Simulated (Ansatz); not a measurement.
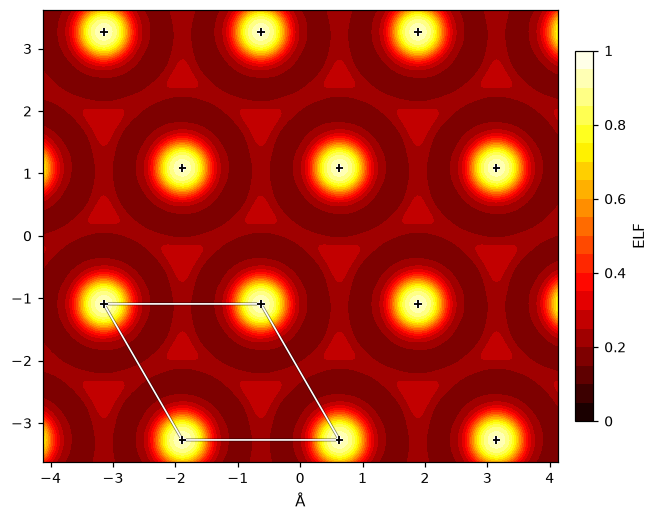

The ELF on a plane through atoms (crosses mark nuclei in the plane).

Level of theory: Ansatz 0.2.0, DFT, revPBE, plane waves (420 eV) with PAW, scalar-relativistic.

Candidates:
A. Fe, a = 2.53 Å, b = 2.53 Å, c = 8.33 Å, α = 90.00°, β = 90.00°, γ = 120.00°. Space group P6₃/mmc; set up as Fe, dhcp; a generated structure, not necessarily the stable one; changed on purpose from its base cell (volume × 1.08); computed pressure about −8 GPa in this cell; spin-polarised.
B. Cu, a = 2.52 Å, b = 2.52 Å, c = 4.12 Å, α = 90.00°, β = 90.00°, γ = 120.00°. Space group P6₃/mmc; set up as Cu, hcp; a generated structure, not necessarily the stable one; changed on purpose from its base cell (volume × 0.92); computed pressure about 13 GPa in this cell; computed without spin polarisation.
C. Co, a = 2.83 Å, b = 2.83 Å, c = 2.83 Å, α = 90.00°, β = 90.00°, γ = 90.00°. Space group Im-3m; set up as Co, bcc; a generated structure, not necessarily the stable one; spin-polarised.

### Which candidate gave the map?

Candidate B: Cu on the (001) plane of the conventional cell, which holds Cu. Cu–Cu (2.52 Å): the ELF is about 0.20 at the midpoint: no shared electron pair shows on this line.
